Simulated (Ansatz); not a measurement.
Geometry relaxation, with input and output: Pt₁₆H (part 3 of 3)

Continued. System: Pt₁₆H (slab, 17 atoms in the cell). Method: DFT PBE, scalar-relativistic, plane waves, PAW, no spin polarisation (Ansatz 0.2.0); cutoff 420 eV, 6×6×1 k-mesh, Gaussian smearing of 0.1 eV. The structure derives from an entry of the Crystallography Open Database. The input holds or restrains some coordinates.

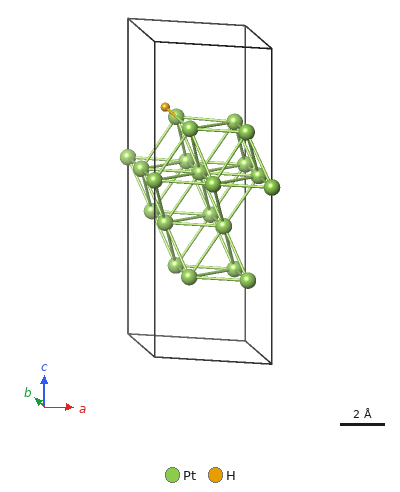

The geometry at step 3 of the log (ball-and-stick view of the cell of the calculation, with the vacuum cut short, seen slightly off an axis).

### Output, continued
```
  k-point 6: bands = ["-94.1150", "-94.0705", "-94.0699", "-94.0624", "-94.0504", "-94.0494", "-94.0442", "-94.0207", "-93.7408", "-93.7367", "-93.7315", "-93.6231", "-93.6186", "-93.6186", "-93.6128", "-93.5982", "-48.4233", "-48.4067", "-48.4051", "-48.3840", "-48.3839", "-48.3799", "-48.3528", "-48.3495", "-48.3470", "-48.3316", "-48.3007", "-48.2976", "-48.2917", "-48.2609", "-48.2541", "-48.2258", "-48.2225", "-48.2219", "-48.2192", "-48.2062", "-48.1991", "-48.1789", "-48.1780", "-48.1730",
      "-48.1602", "-48.1592", "-48.0686", "-48.0395", "-48.0376", "-48.0218", "-47.9997", "-47.9913", "-47.9599", "-47.9561", "-47.9559", "-47.8926", "-47.8917", "-47.8482", "-47.8422", "-47.8421", "-47.7061", "-47.6988", "-47.6890", "-47.6340", "-47.6191", "-47.6188", "-47.6102", "-47.5900", "-3.1552", "-2.6819", "-2.6566", "-2.5631", "-1.7693", "-1.7297", "-1.5134", "-0.9523", "-0.9202", "-0.8699", "-0.8686", "-0.8476", "-0.7460", "-0.7385", "-0.7261", "-0.6534",
      "-0.4281", "-0.4183", "-0.3855", "-0.3158", "-0.2853", "-0.2194", "-0.1664", "-0.1219", "-0.0547", "-0.0498", "0.0020", "0.0443", "0.0796", "0.3235", "0.3309", "0.4471", "0.5527", "0.6506", "0.6879", "0.7008", "0.7110", "0.7182", "0.7555", "0.9367", "0.9652", "0.9974", "1.1138", "1.2938", "1.4536", "1.5078", "1.5373", "1.5375", "1.5534", "1.6682", "1.6730", "1.6982", "2.1084", "2.1382", "2.1383", "2.2580",
      "2.2709", "2.2968", "2.3816", "2.6140", "2.7042", "2.7050", "2.7220", "2.7435", "3.0580", "3.1459", "3.1937", "3.3374", "3.3644", "3.4863", "3.4933", "3.5609", "3.5629", "3.5870", "3.6965", "3.7215", "3.7277", "3.8546", "3.8684", "3.8695", "3.9635", "3.9861", "4.0113", "4.0115", "4.0306", "4.0818", "4.8897", "5.0309", "5.0392", "6.8390", "7.0195", "7.1024", "8.8996", "8.9345", "9.0197", "9.2850",
      "9.6433", "9.6438", "9.7688", "10.5487", "10.8249", "11.1734", "11.2892", "11.3076", "11.5325", "11.6108", "11.8885", "11.8987", "12.0138", "12.6132"]
--- Relaxed structure (5 steps of the walk, 5 accepted, 0 SCFs on fresh bases) ---
  F+E_penalty+E_count = -200379.70867925 eV   max|allowed force component| = 2.061e-2 eV/Å
  atoms:
    - { symbol: Pt, position: [0.33333333333333337, 0.16666666666666669, 0.32848414620000005] }
    - { symbol: Pt, position: [0.33333333333333337, 0.6666666666666667, 0.32848414620000005] }
    - { symbol: Pt, position: [0.8333333333333335, 0.16666666666666669, 0.32848414620000005] }
    - { symbol: Pt, position: [0.8333333333333335, 0.6666666666666669, 0.32848414620000005] }
    - { symbol: Pt, position: [0.6666666666666669, 0.33333333333333337, 0.41706458630000004] }
    - { symbol: Pt, position: [0.6666666666666667, 0.8333333333333334, 0.41706458630000004] }
    - { symbol: Pt, position: [0.1666666666666667, 0.3333333333333334, 0.41706458630000004] }
    - { symbol: Pt, position: [0.16666666666666666, 0.8333333333333334, 0.41706458630000004] }
    - { symbol: Pt, position: [0.0004283155451236531, 0.49957168445487626, 0.5048770600990827] }
    - { symbol: Pt, position: [0.00042831554512372336, 0.0008566310902474033, 0.5048770600990827] }
    - { symbol: Pt, position: [0.4991433689097525, 0.4995716844548763, 0.5048770600990827] }
    - { symbol: Pt, position: [0.5000000000000001, -2.6122894697442645e-17, 0.5053269222325115] }
    - { symbol: Pt, position: [0.33677182933910227, 0.6735436586782045, 0.5954135869922031] }
    - { symbol: Pt, position: [0.3367718293391023, 0.16322817066089781, 0.5954135869922031] }
    - { symbol: Pt, position: [0.8333333333333335, 0.6666666666666669, 0.5930378742756642] }
    - { symbol: Pt, position: [0.8264563413217956, 0.16322817066089781, 0.5954135869922031] }
    - { symbol: H, position: [0.1666666666666667, 0.3333333333333334, 0.6282398234192217] }
```

### Trajectory as extended XYZ (Å, eV, eV/Å), 5 frames, from step=1 to step=5
```
17
Lattice="5.6146 0.0000 0.0000 -2.8073 4.8624 0.0000 0.0000 0.0000 25.8764" Properties=species:S:1:pos:R:3:forces:R:3 step=1 energy=-200379.20759
Pt    1.4036    0.8104    8.5000   -0.0088   0.0051  -0.0514
Pt    0.0000    3.2416    8.5000    0.0000  -0.0101  -0.0514
Pt    4.2109    0.8104    8.5000    0.0088   0.0051  -0.0514
Pt    2.8073    3.2416    8.5000    0.0000   0.0000  -0.0882
Pt    2.8073    1.6208   10.7921    0.0000   0.0057  -0.0191
Pt    1.4036    4.0520   10.7921    0.0049  -0.0028  -0.0191
Pt    0.0000    1.6208   10.7921    0.0000   0.0000   0.0454
Pt   -1.4036    4.0520   10.7921   -0.0049  -0.0028  -0.0191
Pt   -1.4036    2.4312   13.0560   -0.0652   0.0376  -0.1635
Pt    0.0000    0.0000   13.0560    0.0000  -0.0753  -0.1635
Pt    1.4036    2.4312   13.0560    0.0652   0.0376  -0.1635
Pt    2.8073    0.0000   13.0560    0.0000   0.0000  -0.0627
Pt    0.0000    3.2416   15.3556    0.0000   2.0362  -0.2044
Pt    1.4036    0.8104   15.3556    1.7634  -1.0181  -0.2044
Pt    2.8073    3.2416   15.3556    0.0000   0.0000  -0.0956
Pt    4.2109    0.8104   15.3556   -1.7634  -1.0181  -0.2044
H     0.0000    1.6208   15.7756    0.0000   0.0000   1.5154
17
Lattice="5.6146 0.0000 0.0000 -2.8073 4.8624 0.0000 0.0000 0.0000 25.8764" Properties=species:S:1:pos:R:3:forces:R:3 step=2 energy=-200379.56926
Pt    1.4036    0.8104    8.5000   -0.0193   0.0111  -0.0488
Pt    0.0000    3.2416    8.5000    0.0000  -0.0222  -0.0488
Pt    4.2109    0.8104    8.5000    0.0193   0.0111  -0.0488
Pt    2.8073    3.2416    8.5000    0.0000   0.0000  -0.0567
Pt    2.8073    1.6208   10.7921    0.0000  -0.0143  -0.1275
Pt    1.4036    4.0520   10.7921   -0.0124   0.0072  -0.1275
Pt    0.0000    1.6208   10.7921    0.0000   0.0000   0.0355
Pt   -1.4036    4.0520   10.7921    0.0124   0.0072  -0.1275
Pt   -1.4067    2.4330   13.0470    0.1583  -0.0914   0.2223
Pt    0.0000   -0.0036   13.0470    0.0000   0.1828   0.2223
Pt    1.4067    2.4330   13.0470   -0.1583  -0.0914   0.2223
Pt    2.8073    0.0000   13.0445    0.0000   0.0000  -0.0608
Pt    0.0000    3.3276   15.4014    0.0000  -0.5383  -0.1996
Pt    1.4781    0.7674   15.4014   -0.4662   0.2692  -0.1996
Pt    2.8073    3.2416   15.3380    0.0000   0.0000  -0.0360
Pt    4.1365    0.7674   15.4014    0.4662   0.2692  -0.1996
H     0.0000    1.6208   15.9704    0.0000   0.0000   0.5779
17
Lattice="5.6146 0.0000 0.0000 -2.8073 4.8624 0.0000 0.0000 0.0000 25.8764" Properties=species:S:1:pos:R:3:forces:R:3 step=3 energy=-200379.68869
Pt    1.4036    0.8104    8.5000   -0.0199   0.0115  -0.0539
Pt    0.0000    3.2416    8.5000    0.0000  -0.0230  -0.0539
Pt    4.2109    0.8104    8.5000    0.0199   0.0115  -0.0539
Pt    2.8073    3.2416    8.5000    0.0000   0.0000  -0.0650
Pt    2.8073    1.6208   10.7921    0.0000   0.0341  -0.0261
Pt    1.4036    4.0520   10.7921    0.0295  -0.0170  -0.0261
Pt    0.0000    1.6208   10.7921    0.0000   0.0000   0.1073
Pt   -1.4036    4.0520   10.7921   -0.0295  -0.0170  -0.0261
Pt   -1.3993    2.4287   13.0642    0.0020  -0.0012   0.0086
Pt    0.0000    0.0051   13.0642    0.0000   0.0024   0.0086
Pt    1.3993    2.4287   13.0642   -0.0020  -0.0012   0.0086
Pt    2.8073    0.0000   13.0471    0.0000   0.0000   0.0822
Pt    0.0000    3.3002   15.3996    0.0000  -0.2949  -0.0278
Pt    1.4544    0.7811   15.3996   -0.2553   0.1474  -0.0278
Pt    2.8073    3.2416   15.3414    0.0000   0.0000   0.0045
Pt    4.1602    0.7811   15.3996    0.2553   0.1474  -0.0278
H     0.0000    1.6208   16.1652    0.0000   0.0000   0.1684
17
Lattice="5.6146 0.0000 0.0000 -2.8073 4.8624 0.0000 0.0000 0.0000 25.8764" Properties=species:S:1:pos:R:3:forces:R:3 step=4 energy=-200379.70799
Pt    1.4036    0.8104    8.5000   -0.0153   0.0089  -0.0439
Pt    0.0000    3.2416    8.5000    0.0000  -0.0177  -0.0439
Pt    4.2109    0.8104    8.5000    0.0153   0.0089  -0.0439
Pt    2.8073    3.2416    8.5000    0.0000   0.0000  -0.0976
Pt    2.8073    1.6208   10.7921    0.0000   0.0115   0.0334
Pt    1.4036    4.0520   10.7921    0.0100  -0.0057   0.0334
Pt    0.0000    1.6208   10.7921    0.0000   0.0000   0.1353
Pt   -1.4036    4.0520   10.7921   -0.0100  -0.0057   0.0334
Pt   -1.3998    2.4290   13.0666    0.0009  -0.0005   0.0000
Pt    0.0000    0.0045   13.0666    0.0000   0.0010   0.0000
Pt    1.3998    2.4290   13.0666   -0.0009  -0.0005   0.0000
Pt    2.8073    0.0000   13.0713    0.0000   0.0000   0.0793
Pt    0.0000    3.2740   15.4135    0.0000   0.0022  -0.0110
Pt    1.4318    0.7942   15.4135    0.0019  -0.0011  -0.0110
Pt    2.8073    3.2416   15.3472    0.0000   0.0000   0.0039
Pt    4.1828    0.7942   15.4135   -0.0019  -0.0011  -0.0110
H     0.0000    1.6208   16.2812    0.0000   0.0000  -0.0562
17
Lattice="5.6146 0.0000 0.0000 -2.8073 4.8624 0.0000 0.0000 0.0000 25.8764" Properties=species:S:1:pos:R:3:forces:R:3 step=5 energy=-200379.70868
Pt    1.4036    0.8104    8.5000   -0.0147   0.0085  -0.0432
Pt    0.0000    3.2416    8.5000    0.0000  -0.0170  -0.0432
Pt    4.2109    0.8104    8.5000    0.0147   0.0085  -0.0432
Pt    2.8073    3.2416    8.5000    0.0000   0.0000  -0.1031
Pt    2.8073    1.6208   10.7921    0.0000   0.0005   0.0356
Pt    1.4036    4.0520   10.7921    0.0005  -0.0003   0.0356
Pt    0.0000    1.6208   10.7921    0.0000   0.0000   0.1238
Pt   -1.4036    4.0520   10.7921   -0.0005  -0.0003   0.0356
Pt   -1.4000    2.4291   13.0644   -0.0003   0.0002  -0.0026
Pt    0.0000    0.0042   13.0644    0.0000  -0.0004  -0.0026
Pt    1.4000    2.4291   13.0644    0.0003   0.0002  -0.0026
Pt    2.8073    0.0000   13.0761    0.0000   0.0000  -0.0206
Pt    0.0000    3.2750   15.4072    0.0000   0.0060   0.0046
Pt    1.4326    0.7937   15.4072    0.0052  -0.0030   0.0046
Pt    2.8073    3.2416   15.3457    0.0000   0.0000  -0.0013
Pt    4.1820    0.7937   15.4072   -0.0052  -0.0030   0.0046
H     0.0000    1.6208   16.2566    0.0000   0.0000   0.0183
```

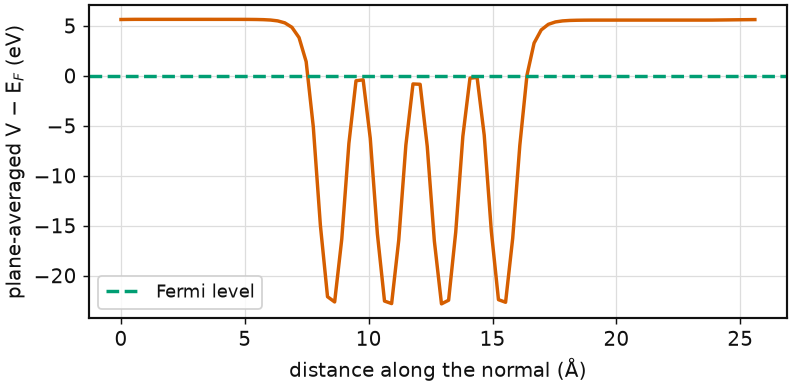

Plane average of the electrostatic potential energy of an electron across the cell, from the Fermi level. The vacuum level lies 5.58 eV above the Fermi level on the upper side and 5.66 eV on the lower.

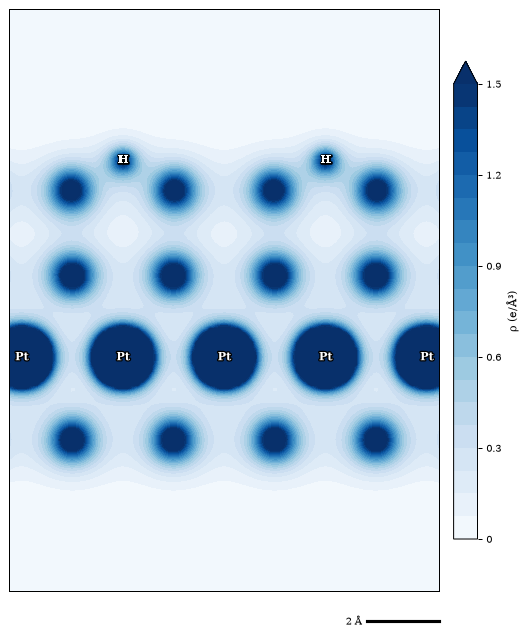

Valence electron density on the (010) plane of the calculation cell, a cut from vacuum to vacuum. The section cuts through Pt and H sites. Pt–Pt (2.81 Å): ρ at the midpoint is about 0.35 e/Å³. The density dies away to nearly zero in the vacuum. In a PAW calculation such maps are meaningful between the atoms, not at the nuclei.

This output came from the following input.

### Input file
```yaml
crystal:
  lattice:
    - [5.6145890043, 0.0, 0.0]
    - [-2.8072945021, 4.8623767095, 0.0]
    - [0.0, 0.0, 25.876439088]
  atoms:
    - { symbol: Pt, position: [0.3333333333, 0.1666666667, 0.3284841462] }
    - { symbol: Pt, position: [0.3333333333, 0.6666666667, 0.3284841462] }
    - { symbol: Pt, position: [0.8333333333, 0.1666666667, 0.3284841462] }
    - { symbol: Pt, position: [0.8333333333, 0.6666666667, 0.3284841462] }
    - { symbol: Pt, position: [0.6666666667, 0.3333333333, 0.4170645863] }
    - { symbol: Pt, position: [0.6666666667, 0.8333333333, 0.4170645863] }
    - { symbol: Pt, position: [0.1666666667, 0.3333333333, 0.4170645863] }
    - { symbol: Pt, position: [0.1666666667, 0.8333333333, 0.4170645863] }
    - { symbol: Pt, position: [0.0, 0.5, 0.5045507055] }
    - { symbol: Pt, position: [0.0, 0.0, 0.5045507055] }
    - { symbol: Pt, position: [0.5, 0.5, 0.5045507055] }
    - { symbol: Pt, position: [0.5, 0.0, 0.5045507055] }
    - { symbol: Pt, position: [0.3333333333, 0.6666666667, 0.5934219993] }
    - { symbol: Pt, position: [0.3333333333, 0.1666666667, 0.5934219993] }
    - { symbol: Pt, position: [0.8333333333, 0.6666666667, 0.5934219993] }
    - { symbol: Pt, position: [0.8333333333, 0.1666666667, 0.5934219993] }
    - { symbol: H, position: [0.1666666667, 0.3333333333, 0.6096529807] }
basis:
  ecutwfc: 420
kpoints:
  mp_grid: { grid: [6, 6, 1] }
hamiltonian:
  xc: pbe
scf:
  occupations: { method: gaussian, width: 0.1 }
output:
  forces: true
  eigenvalues: true
  write_density: true
  write_potential: true
  elf: true
  volumetric_format: npy
relax:
  adjacent_minimum: "off"
  f_tol: 0.03
  max_steps: 70
  constraints: [{ sites: [0, 1, 2, 3, 4, 5, 6, 7] }]
efield:
  axis: 3
  dipole_correction: true
```

Launched with:
```bash
ansatz run input.yaml --threads 4 --pin off --max-ram 10240MiB --backend cpu --events-out ev --progress --plain --runs-dir out
```

### Key numbers

```tsv
quantity	value
outcome	converged under the restraints of the input
electrons treated	289
free energy	−200379.7087 eV
work function, top face	5.58 eV
work function, bottom face	5.66 eV
Fermi energy	4.269 eV
gap on the k-point mesh	none (metallic)
final volume	706.43 Å³
work function (upper face)	5.58 eV
largest force (length of the vector) at the end, held atoms and coordinates included	0.124 eV/Å
hardware	4 threads of Arm Neoverse V2, 24 GiB of memory available, shared host
wall time	2.2 min (CPU time 8.8 min)
peak memory	2.6 GiB
```

### Notes

Warnings of the run: the exchange-correlation potential is rough where the density is thin. Spin–orbit coupling is left out, which matters for Pt.
